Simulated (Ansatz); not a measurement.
**TiAl: density, localisation and related maps**

```
CELL_PARAMETERS angstrom
0.00000 5.59032 0.00000
0.00000 0.00000 8.07748
2.79516 0.00000 0.00000
ATOMIC_POSITIONS crystal
Ti 0.00000 0.25000 0.96780
Ti 0.50000 0.75000 0.96780
Ti 0.00000 0.75000 0.03220
Ti 0.50000 0.25000 0.03220
Al 0.25000 0.50000 0.50000
Al 0.75000 0.00000 0.50000
Al 0.25000 0.00000 0.50000
Al 0.75000 0.50000 0.50000
```

Space group Cmme; not relaxed (largest force 0.4 eV/Å); computed without spin polarisation.

Method: Ansatz, DFT PBEsol, scalar-relativistic, plane waves, PAW.

In a PAW calculation such maps are meaningful between the atoms, not at the nuclei.

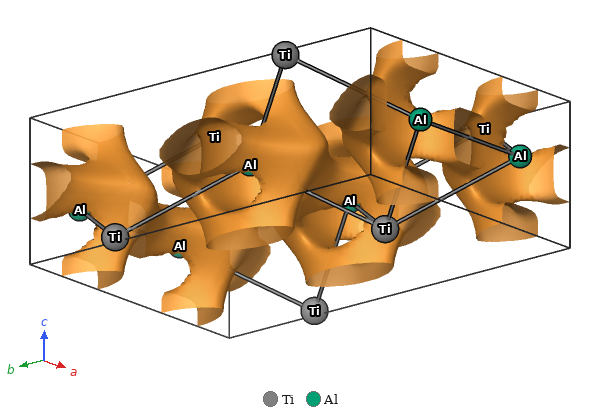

Figure 1. Isosurface of the ELF at 0.6 (orange), seen at an oblique angle. Only the valence region is drawn (cores and ρ < 0.01 e/Å³ removed). Sticks mark near contacts.

Question: Where are the electrons localised?

Answer: The surface consists of sheets that run through the cell in two directions, counted in one cell of 8 atoms. Any copies at cell faces, edges or corners count once.


Ti–Al (2.78 Å): the ELF is about 0.35 at the midpoint. Al–Al (2.80 Å): the ELF peaks at about 0.70 between the atoms.

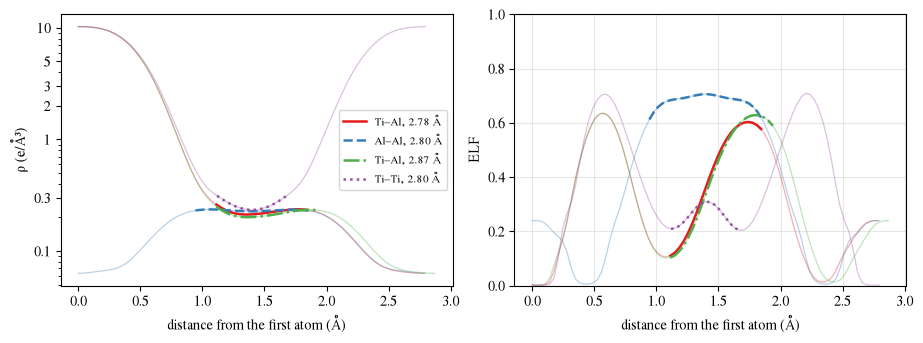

Figure 2. Valence pseudo-density and ELF along straight lines between neighbouring atoms. Thin, pale parts lie inside the atomic spheres.

Question: What can be read from the curves?

Answer: Ti–Al (2.78 Å): ρ is about 0.21 e/Å³ halfway; the ELF is about 0.35 at the midpoint.
Al–Al (2.80 Å): ρ is about 0.23 e/Å³ halfway; the ELF peaks at about 0.70 between the atoms.
Ti–Al (2.87 Å): ρ at the midpoint is about 0.2 e/Å³; the ELF is about 0.40 at the midpoint.
Ti–Ti (2.80 Å): the density is about 0.23 e/Å³ at the midpoint; the ELF is about 0.30 at the midpoint.

Question: Does the calculation give a band gap?

Answer: It is metallic or semimetallic at this level of theory: no gap opens.
